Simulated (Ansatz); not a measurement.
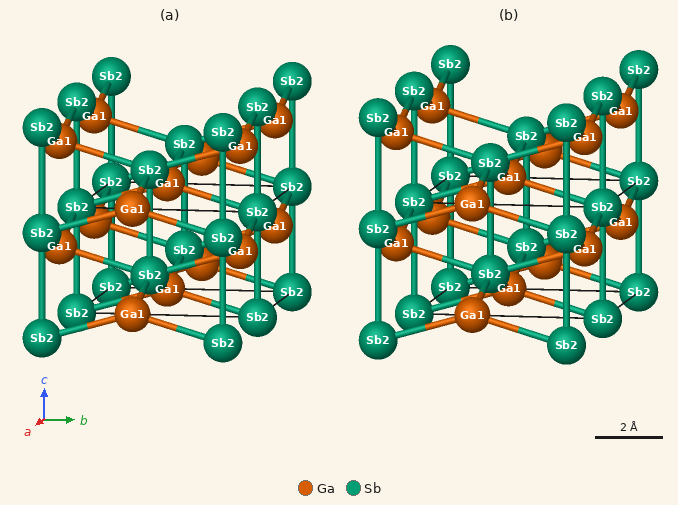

Left: a symmetric starting cell of GaSb. Right: the same structure after one change, at the same scale. The picture is a ball-and-stick view of the conventional cell (2 times the calculation's cell), repeated 2 × 1 × 2 with one cell outlined, seen slightly off an axis. Lengths and directions refer to the drawn axes.

These are results of DFT PBEsol, scalar-relativistic, plane waves, PAW in Ansatz, not measurements. Settings: plane-wave cutoff 420 eV; k-point mesh 16 × 16 × 16; occupations gaussian; smearing width 0.1 eV; no spin polarisation.

What was changed?

Answer. The cell is strained by +5.7 % along c and +4.2 % across it (volume +14.7 %), the atoms keeping their fractional coordinates. No relaxation follows. The starting cell wasn't computed here and needn't be at equilibrium, so pressure and forces aren't due to the change alone.

And its effect?

Answer. Near-neighbour distances before and after: Sb–Sb 3.181 → 3.362 Å, Ga–Sb 2.866 → 2.989 Å. The space group stays I-4m2 (No. 119). The pressure is −7.3 GPa (not all of it need come from the change, since the unchanged cell can be under pressure at this level too). All forces vanish by symmetry.
